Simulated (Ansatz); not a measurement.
GaN

Input

```
crystal:
  lattice:
    - [3.1889304, 0.0, 0.0]
    - [-1.5944652, 2.76169474, 0.0]
    - [0.0, 0.0, 5.19235725]
  atoms:
    - { symbol: Ga, position: [0.66666667, 0.33333333, 0.49908371] }
    - { symbol: Ga, position: [0.33333333, 0.66666667, 0.99908371] }
    - { symbol: "N", position: [0.66666667, 0.33333333, 0.87591629] }
    - { symbol: "N", position: [0.33333333, 0.66666667, 0.37591629] }
basis:
  ecutwfc: 420
kpoints:
  mp_grid: { grid: [12, 12, 6] }
hamiltonian:
  xc: lda
scf:
  occupations: { method: gaussian, width: 0.02 }
output:
  forces: true
  stress: true
  eigenvalues: true
  write_density: true
  write_potential: true
  elf: true
  volumetric_format: npy
relax:
  adjacent_minimum: "off"
  f_tol: 0.005
  max_steps: 80
  cell: { stress_tol: 0.05 }
```

Command:

```sh
ansatz run input.yaml --threads 4 --pin off --max-ram 8192MiB --backend cpu --events-out ev --progress --plain --runs-dir out
```

Below, planes, directions and counts refer to the conventional cell (a = 3.15 Å, b = 3.15 Å, c = 5.14 Å, α = 90.00°, β = 90.00°, γ = 120.00°).

The fields are those of the relaxed geometry.

Space group P6₃mc; a structure from a database of computed crystals, not necessarily the ambient phase.

Method: DFT LDA, scalar-relativistic, plane waves, PAW in Ansatz.

What will maps of the valence pseudo-density and electron localisation function show?

Answer. Ga–N (1.93 Å): ρ at the midpoint is about 0.79 e/Å³; the ELF peaks at about 0.85 in the valence shell of N, 0.6 Å from its nucleus, and is about 0.50 at the midpoint.

Metal or insulator at this level of theory?

Answer. It is gapped, with a Kohn–Sham gap of 2.1 eV on the k-point mesh, an upper bound to the gap of this method.

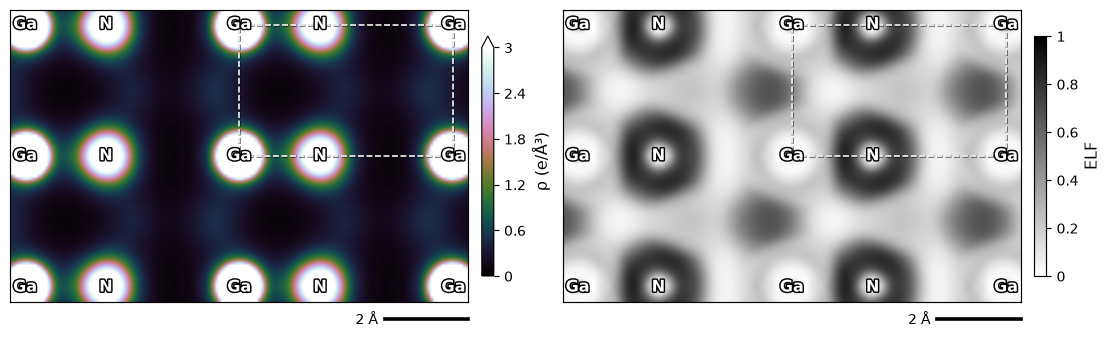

Computed valence pseudo-density and electron localisation function on the (11̄0) plane of the conventional cell, in this order. Atoms just off the plane (Ga, 0.9 Å away and N, 0.9 Å away) can leave unmarked features too.

The density is the valence pseudo-density of a PAW calculation; it isn't the true density close to the nuclei.
